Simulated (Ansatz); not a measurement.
Geometry relaxation, with input and output: CoSi2 (part 3 of 3)

Continued. System: CoSi2 (18 atoms in the cell). Method: DFT PBE, scalar-relativistic, plane waves, PAW, no spin polarisation (Ansatz 0.2.0); cutoff 420 eV, 1×1×6 k-mesh, Gaussian smearing of 0.05 eV. The structure derives from an entry of the Crystallography Open Database. It belongs to a series of runs on one base structure; here: wire along [1 1 1], 18 atoms a period.

Geometry of the input (Å; fractional positions):
```
12.3000  0.0000  0.0000
0.0000  13.1000  0.0000
0.0000  0.0000  9.2835
Co 0.6334  0.5000  0.0000
Si 0.4555  0.5000  0.5833
Si 0.5445  0.3553  0.4167
Si 0.3666  0.6447  0.7500
Co 0.4555  0.5000  0.3333
Si 0.6334  0.5000  0.2500
Si 0.5445  0.6447  0.4167
Si 0.3666  0.3553  0.7500
Co 0.3666  0.3553  0.0000
Co 0.5445  0.6447  0.6667
Si 0.3666  0.6447  0.2500
Si 0.5445  0.3553  0.9167
Si 0.4555  0.5000  0.0833
Co 0.3666  0.6447  0.0000
Co 0.5445  0.3553  0.6667
Si 0.3666  0.3553  0.2500
Si 0.5445  0.6447  0.9167
Si 0.6334  0.5000  0.7500
```

## Output, continued
```
  k-point 3: bands = ["-96.2005", "-96.2005", "-96.1667", "-96.1666", "-96.1359", "-96.1359", "-59.6850", "-59.6849", "-59.6383", "-59.6382", "-59.5923", "-59.5422", "-59.5267", "-59.5256", "-59.5253", "-59.4919", "-59.4267", "-59.4240", "-59.4239", "-59.4041", "-59.3891", "-59.3874", "-59.3150", "-59.3148", "-12.9881", "-12.9198", "-11.0384", "-10.8250", "-10.0926", "-9.6039", "-9.0974", "-8.8260", "-8.2653", "-7.6959", "-7.4393", "-6.7534", "-6.0191", "-5.7394", "-5.5580", "-5.4396", "-5.2809", "-4.9415", "-4.8413", "-4.7107", "-4.6107", "-4.4683", "-4.2306", "-4.1718", "-4.0708", "-3.8598", "-3.7757", "-3.7458", "-3.5656", "-3.5516", "-3.5265", "-3.3375", "-3.3280", "-3.2406", "-3.1825", "-3.0434", "-3.0194", "-2.9908", "-2.9050", "-2.8208", "-2.7843", "-2.7740", "-2.6148", "-2.5860", "-2.4222", "-2.4095", "-2.3754", "-2.2862", "-2.0235", "-1.9716", "-1.8200", "-1.3900", "-1.3741", "-1.1826", "-0.8795", "-0.8067", "-0.6297", "-0.5211", "-0.1272", "0.0769", "0.3362", "0.5169", "0.7589", "1.3647", "1.4044", "1.5216", "1.8675", "1.9129", "2.0516"]
--- Relaxed structure (21 steps of the walk, 21 accepted, 1 SCFs on fresh bases) ---
  F+E_penalty+E_count = -38376.97056280 eV   max|allowed force component| = 1.534e-2 eV/Å   (the final SCF, on the basis selected at the relaxed cell)
  cell:  # Å, volume = 1357.2328 Å³
    - [12.3, 0.0, 8.716049978726086e-112]
    - [0.0, 13.1, 0.0]
    - [6.5785073781235055e-112, 0.0, 8.423215943104513]
  atoms:
    - { symbol: Co, position: [0.6542499573502176, 0.5, 0.004458317020061824] }
    - { symbol: Si, position: [0.41495209873696887, 0.5, 0.5682885698670027] }
    - { symbol: Si, position: [0.5450882881176969, 0.36861869387908996, 0.43596574205817434] }
    - { symbol: Si, position: [0.3167886090323598, 0.5959127704807069, 0.7675141754745112] }
    - { symbol: Co, position: [0.42538642555206624, 0.5, 0.30774341245432507] }
    - { symbol: Si, position: [0.6183877153082517, 0.5, 0.2709303892698483] }
    - { symbol: Si, position: [0.5450882881176969, 0.6313813061209101, 0.43596574205817434] }
    - { symbol: Si, position: [0.3167886090323598, 0.4040872295192932, 0.7675141754745112] }
    - { symbol: Co, position: [0.4084049205795939, 0.3453881743501279, -0.029276029140896387] }
    - { symbol: Co, position: [0.49506607895747273, 0.6342682847116344, 0.6941746210002768] }
    - { symbol: Si, position: [0.43097002580318045, 0.667143863294247, 0.22371146901892042] }
    - { symbol: Si, position: [0.583863256070308, 0.3485630845532487, 0.9377117536565089] }
    - { symbol: Si, position: [0.4665549998451524, 0.5, 0.04082804896227529] }
    - { symbol: Co, position: [0.4084049205795939, 0.654611825649872, -0.029276029140896387] }
    - { symbol: Co, position: [0.49506607895747273, 0.3657317152883654, 0.6941746210002768] }
    - { symbol: Si, position: [0.43097002580318045, 0.3328561367057531, 0.22371146901892042] }
    - { symbol: Si, position: [0.583863256070308, 0.6514369154467512, 0.9377117536565089] }
    - { symbol: Si, position: [0.5932592393861208, 0.5, 0.7481477983914961] }
--- Löwdin populations: 18 sites ---
  site symbol       q [e]
     0     Co     16.6273
     1     Si      3.9276
     2     Si      4.0308
     3     Si      4.0902
     4     Co     16.6249
     5     Si      4.0566
     6     Si      4.0308
     7     Si      4.0902
     8     Co     16.6611
     9     Co     16.6499
    10     Si      4.0835
    11     Si      4.0821
    12     Si      3.8048
    13     Co     16.6611
    14     Co     16.6499
    15     Si      4.0835
    16     Si      4.0821
    17     Si      3.8796
  spilling = 0.012561 (of n_electrons = 150.000000)
```

## File populations.tsv
```
# site	symbol	l	j	q
# orbitals = lowdin
# n_electrons = 150.000000
# spilling = 0.012561
0	Co	0_3S	-	1.975482
0	Co	0_4S	-	0.539199
0	Co	1_3P	-	5.988251
0	Co	2_3D	-	8.124376
1	Si	0_3S	-	1.258180
1	Si	1_3P	-	2.669456
2	Si	0_3S	-	1.390695
2	Si	1_3P	-	2.640061
3	Si	0_3S	-	1.554304
3	Si	1_3P	-	2.535857
4	Co	0_3S	-	1.971584
4	Co	0_4S	-	0.512334
4	Co	1_3P	-	5.991382
4	Co	2_3D	-	8.149588
5	Si	0_3S	-	1.397647
5	Si	1_3P	-	2.658917
6	Si	0_3S	-	1.390695
6	Si	1_3P	-	2.640061
7	Si	0_3S	-	1.554304
7	Si	1_3P	-	2.535857
8	Co	0_3S	-	1.971103
8	Co	0_4S	-	0.576639
8	Co	1_3P	-	5.986792
8	Co	2_3D	-	8.126529
9	Co	0_3S	-	1.973509
9	Co	0_4S	-	0.579019
9	Co	1_3P	-	5.989048
9	Co	2_3D	-	8.108287
10	Si	0_3S	-	1.502113
10	Si	1_3P	-	2.581434
11	Si	0_3S	-	1.554642
11	Si	1_3P	-	2.527480
12	Si	0_3S	-	1.258367
12	Si	1_3P	-	2.546434
13	Co	0_3S	-	1.971103
13	Co	0_4S	-	0.576639
13	Co	1_3P	-	5.986792
13	Co	2_3D	-	8.126529
14	Co	0_3S	-	1.973509
14	Co	0_4S	-	0.579019
14	Co	1_3P	-	5.989048
14	Co	2_3D	-	8.108287
15	Si	0_3S	-	1.502113
15	Si	1_3P	-	2.581434
16	Si	0_3S	-	1.554642
16	Si	1_3P	-	2.527480
17	Si	0_3S	-	1.395805
17	Si	1_3P	-	2.483806
```

## Trajectory as extended XYZ (Å, eV, eV/Å), 6 of the 22 frames kept, from step=1 to step=22
```
18
Lattice="12.3000 0.0000 0.0000 0.0000 13.1000 0.0000 0.0000 0.0000 9.2835" Properties=species:S:1:pos:R:3:forces:R:3 step=1 energy=-38373.83342 pressure_GPa=-1.76
Co    7.7911    6.5500    0.0000   -0.1165   0.0000   0.0999
Si    5.6030    6.5500    5.4154   -0.0784   0.0000   0.4982
Si    6.6970    4.6550    3.8681   -0.3753   0.3951   0.1267
Si    4.5089    8.4450    6.9626    1.2143  -0.8526   0.3625
Co    5.6030    6.5500    3.0945   -0.5590   0.0000  -0.1708
Si    7.7911    6.5500    2.3209   -0.7501   0.0000  -0.0156
Si    6.6970    8.4450    3.8681   -0.3753  -0.3951   0.1267
Si    4.5089    4.6550    6.9626    1.2143   0.8526   0.3625
Co    4.5089    4.6550    0.0000    1.0331   0.2842   0.0173
Co    6.6970    8.4450    6.1890    0.0653  -0.3244  -0.1624
Si    4.5089    8.4450    2.3209    0.9092  -0.6711  -0.3533
Si    6.6970    4.6550    8.5099   -1.0980   1.0149   0.1550
Si    5.6030    6.5500    0.7736   -0.5591   0.0000  -0.7562
Co    4.5089    8.4450    0.0000    1.0331  -0.2842   0.0173
Co    6.6970    4.6550    6.1890    0.0653   0.3244  -0.1624
Si    4.5089    4.6550    2.3209    0.9092   0.6711  -0.3533
Si    6.6970    8.4450    8.5099   -1.0980  -1.0149   0.1550
Si    7.7911    6.5500    6.9626   -1.4340   0.0000   0.0525
18
Lattice="12.3000 0.0000 0.0000 0.0000 13.1000 0.0000 0.0000 0.0000 8.8790" Properties=species:S:1:pos:R:3:forces:R:3 step=5 energy=-38375.88699 pressure_GPa=0.01
Co    7.7765    6.5500    0.0835    0.0867   0.0000  -0.0582
Si    5.6797    6.5500    5.0892    0.0103   0.0000   0.1912
Si    6.6283    4.6405    3.6666    0.0384   0.0294  -0.0437
Si    4.6357    7.9714    6.7094   -0.0622  -0.0808  -0.0900
Co    5.2628    6.5500    2.9183   -0.0283   0.0000  -0.0006
Si    7.4483    6.5500    2.3006   -0.0416   0.0000   0.0349
Si    6.6283    8.4595    3.6666    0.0384  -0.0294  -0.0437
Si    4.6357    5.1286    6.7094   -0.0622   0.0808  -0.0900
Co    4.6166    4.5571   -0.0358    0.0624  -0.0342  -0.0119
Co    6.7588    8.3914    5.9340   -0.0309  -0.0002  -0.0248
Si    4.8000    8.6096    2.1499   -0.0252  -0.0128   0.0332
Si    6.6719    4.7372    8.2484    0.0337   0.0362   0.0715
Si    5.3603    6.5500    0.6157   -0.0508   0.0000   0.0023
Co    4.6166    8.5429   -0.0358    0.0624   0.0342  -0.0119
Co    6.7588    4.7086    5.9340   -0.0309   0.0002  -0.0248
Si    4.8000    4.4904    2.1499   -0.0252   0.0128   0.0332
Si    6.6719    8.3628    8.2484    0.0337  -0.0362   0.0715
Si    7.6677    6.5500    6.6799   -0.0088   0.0000  -0.0381
18
Lattice="12.3000 0.0000 0.0000 0.0000 13.1000 0.0000 0.0000 0.0000 8.7912" Properties=species:S:1:pos:R:3:forces:R:3 step=9 energy=-38375.95204 pressure_GPa=-0.02
Co    7.8894    6.5500    0.0912    0.0419   0.0000  -0.0812
Si    5.6851    6.5500    5.0276   -0.1322   0.0000   0.1327
Si    6.6570    4.6475    3.6256   -0.0187  -0.0181  -0.0016
Si    4.5017    7.8514    6.6762   -0.0307  -0.0086  -0.1305
Co    5.2219    6.5500    2.8754   -0.0460   0.0000  -0.0378
Si    7.4283    6.5500    2.2772   -0.0278   0.0000   0.0006
Si    6.6570    8.4525    3.6256   -0.0187   0.0181  -0.0016
Si    4.5017    5.2486    6.6762   -0.0307   0.0086  -0.1305
Co    4.7512    4.4393   -0.0924    0.0545   0.0845  -0.0365
Co    6.6262    8.3886    5.9081   -0.1253  -0.0190   0.0590
Si    4.8169    8.5970    2.0879    0.0197  -0.0315  -0.0048
Si    6.8048    4.7552    8.2448    0.1142  -0.0553   0.0752
Si    5.2633    6.5500    0.5609    0.0583   0.0000  -0.0106
Co    4.7512    8.6607   -0.0924    0.0545  -0.0845  -0.0365
Co    6.6262    4.7114    5.9081   -0.1253   0.0190   0.0590
Si    4.8169    4.5030    2.0879    0.0197   0.0315  -0.0048
Si    6.8048    8.3448    8.2448    0.1142   0.0553   0.0752
Si    7.6142    6.5500    6.5971    0.0785   0.0000   0.0747
18
Lattice="12.3000 0.0000 0.0000 0.0000 13.1000 0.0000 0.0000 0.0000 8.5385" Properties=species:S:1:pos:R:3:forces:R:3 step=14 energy=-38376.73546 pressure_GPa=-0.07
Co    8.0087    6.5500    0.1765   -0.2165   0.0000  -0.1116
Si    5.4377    6.5500    4.8917   -0.1400   0.0000   0.0078
Si    6.5667    4.6643    3.6487    0.0089   0.0921  -0.1294
Si    4.0795    7.8182    6.4559   -0.0542  -0.1138  -0.1665
Co    5.2324    6.5500    2.7080   -0.0178   0.0000  -0.1341
Si    7.5340    6.5500    2.3940   -0.1399   0.0000  -0.0695
Si    6.5667    8.4357    3.6487    0.0089  -0.0921  -0.1294
Si    4.0795    5.2818    6.4559   -0.0542   0.1138  -0.1665
Co    5.0285    4.4501   -0.3200    0.2203   0.0454   0.0283
Co    6.2607    8.3614    5.9109   -0.1232   0.0424   0.1189
Si    4.9801    8.5828    1.8391    0.1614   0.0422   0.1538
Si    7.1935    4.5714    8.0855   -0.0219   0.0931   0.0579
Si    5.6154    6.5500    0.3970    0.0399   0.0000   0.0426
Co    5.0285    8.6499   -0.3200    0.2203  -0.0454   0.0283
Co    6.2607    4.7386    5.9109   -0.1232  -0.0424   0.1189
Si    4.9801    4.5172    1.8391    0.1614  -0.0422   0.1538
Si    7.1935    8.5286    8.0855   -0.0219  -0.0931   0.0579
Si    7.3718    6.5500    6.5008    0.0924   0.0000   0.1393
18
Lattice="12.3000 0.0000 0.0000 0.0000 13.1000 0.0000 0.0000 0.0000 8.4158" Properties=species:S:1:pos:R:3:forces:R:3 step=18 energy=-38376.94625 pressure_GPa=-0.03
Co    8.0708    6.5500    0.0691   -0.2033   0.0000  -0.3750
Si    5.0574    6.5500    4.7791    0.1402   0.0000   0.0561
Si    6.7287    4.8340    3.6790   -0.1216  -0.0153   0.0154
Si    3.8784    7.8132    6.4565   -0.0424  -0.0163   0.0434
Co    5.2361    6.5500    2.6045    0.0677   0.0000  -0.1453
Si    7.6207    6.5500    2.2996   -0.0101   0.0000  -0.0340
Si    6.7287    8.2660    3.6790   -0.1216   0.0153   0.0154
Si    3.8784    5.2868    6.4565   -0.0424   0.0163   0.0434
Co    5.0158    4.5417   -0.2432    0.1057  -0.0080   0.0145
Co    6.0679    8.3025    5.8392    0.1301  -0.1014  -0.0279
Si    5.3120    8.7356    1.8894    0.0077  -0.0244  -0.0014
Si    7.1796    4.5975    7.8567   -0.0060  -0.1369   0.1575
Si    5.7487    6.5500    0.3516    0.0150   0.0000   0.0299
Co    5.0158    8.5583   -0.2432    0.1057   0.0080   0.0145
Co    6.0679    4.7975    5.8392    0.1301   0.1014  -0.0279
Si    5.3120    4.3644    1.8894    0.0077   0.0244  -0.0014
Si    7.1796    8.5025    7.8567   -0.0060   0.1369   0.1575
Si    7.3191    6.5500    6.2675   -0.1561   0.0000   0.0655
18
Lattice="12.3000 0.0000 0.0000 0.0000 13.1000 0.0000 0.0000 0.0000 8.4232" Properties=species:S:1:pos:R:3:forces:R:3 step=22 energy=-38376.97056 pressure_GPa=-0.00
Co    8.0473    6.5500    0.0376    0.0153   0.0000  -0.0109
Si    5.1039    6.5500    4.7868   -0.0115   0.0000  -0.0023
Si    6.7046    4.8289    3.6722    0.0068   0.0035   0.0134
Si    3.8965    7.8065    6.4649    0.0021  -0.0044  -0.0060
Co    5.2323    6.5500    2.5922    0.0129   0.0000   0.0115
Si    7.6062    6.5500    2.2821   -0.0070   0.0000  -0.0016
Si    6.7046    8.2711    3.6722    0.0068  -0.0035   0.0134
Si    3.8965    5.2935    6.4649    0.0021   0.0044  -0.0060
Co    5.0234    4.5246   -0.2466    0.0072   0.0153  -0.0106
Co    6.0893    8.3089    5.8472    0.0031   0.0068   0.0017
Si    5.3009    8.7396    1.8844   -0.0110   0.0042   0.0025
Si    7.1815    4.5662    7.8985   -0.0047  -0.0023   0.0003
Si    5.7386    6.5500    0.3439   -0.0063   0.0000  -0.0039
Co    5.0234    8.5754   -0.2466    0.0072  -0.0153  -0.0106
Co    6.0893    4.7911    5.8472    0.0031  -0.0068   0.0017
Si    5.3009    4.3604    1.8844   -0.0110  -0.0042   0.0025
Si    7.1815    8.5338    7.8985   -0.0047   0.0023   0.0003
Si    7.2971    6.5500    6.3018   -0.0106   0.0000   0.0047
```

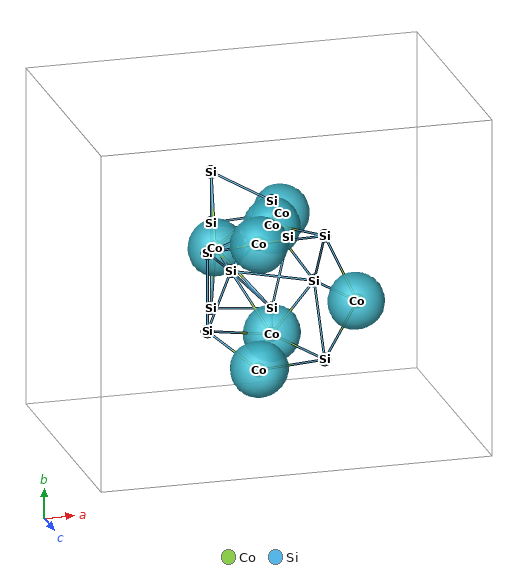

Fig. 1: Isosurface of the valence pseudo-density at 0.8 e/Å³ (cyan), seen from the side, at a tilt. Sticks mark near contacts. At this value the density breaks into separate islands; it holds about 55 % of the electrons treated as valence (semicore included). It is pinched off along the Co–Si (2.16 Å), Si–Si (2.32 Å), Co–Si (2.20 Å) and Co–Si (2.26 Å) contacts. On the grid the lowest density along these lines, outside the cores, is 0.56 e/Å³ (Co–Si, 2.16 Å), 0.49 e/Å³ (Si–Si, 2.32 Å), 0.53 e/Å³ (Co–Si, 2.20 Å) and 0.54 e/Å³ (Co–Si, 2.26 Å). Core electrons are frozen (PAW), so the fields are smoothed inside the atomic spheres.

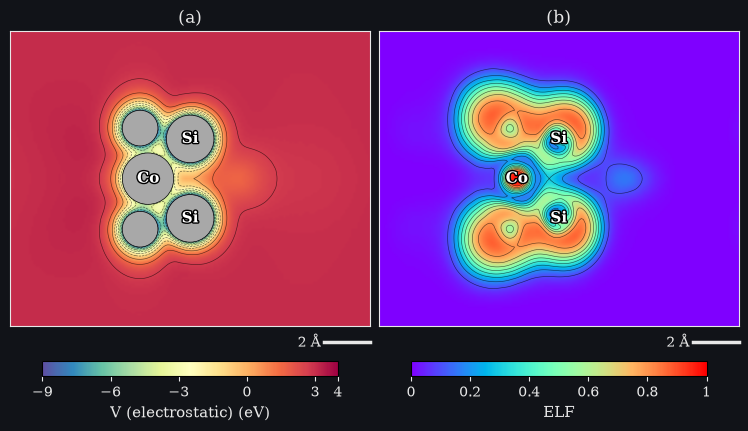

Fig. 2: (a) electrostatic potential energy of an electron; (b) ELF on the (101̄) plane of the calculation cell, a cut from vacuum to vacuum. Grey discs, where drawn, cover atomic cores. The section cuts through Si and Co sites. The strong features right at Co lie inside the PAW spheres (semicore, d or f shells) and say nothing about bonding.

## Key numbers

- outcome: converged
- electrons treated: 150
- free energy: −38376.9706 eV
- Fermi energy: −1.640 eV
- gap on the k-point mesh: 0.08 eV
- final volume: 1357.23 Å³
- largest force (length of the vector) at the end: 0.020 eV/Å
- wall time: 8.1 min (CPU time 26 min)
- peak memory: 2.6 GiB

## Notes

Warnings of the run: the exchange-correlation potential is rough where the density is thin. The run has no spin polarisation, so a magnetic state may lie lower.
